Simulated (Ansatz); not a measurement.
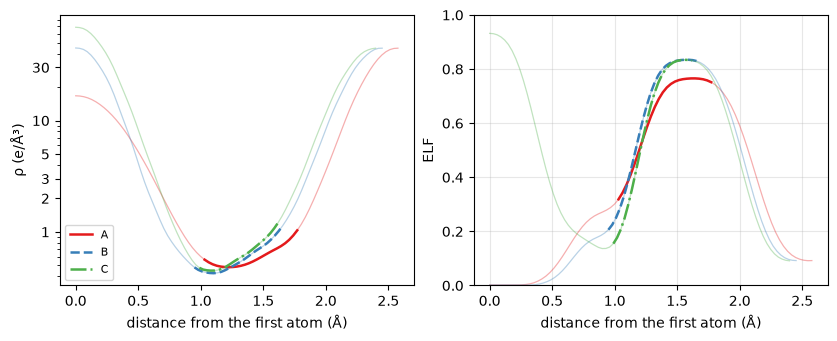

Figure 1: ZnCu2SnSe4. Valence electron density and electron localisation function along straight lines between neighbouring atoms. Thin, pale parts lie inside the atomic spheres.

Space group I-4; started from the kesterite prototype, which need not be the ambient phase; computed without spin polarisation.

Theory: Ansatz 0.2.0, DFT, r2SCAN+rVV10, plane waves, PAW.

In a PAW calculation such maps are meaningful between the atoms, not at the nuclei.

**Which curve belongs to which contact (Cu–Se, Sn–Se and Zn–Se)? The first atom named is at distance zero.**

Curve A: Sn–Se (2.58 Å): ρ is about 0.49 e/Å³ halfway; the ELF is about 0.60 at the midpoint. Curve B: Zn–Se (2.45 Å): the density is about 0.47 e/Å³ at the midpoint; the ELF is about 0.60 at the midpoint. Curve C: Cu–Se (2.40 Å): the density is about 0.48 e/Å³ at the midpoint; the ELF is about 0.50 at the midpoint.
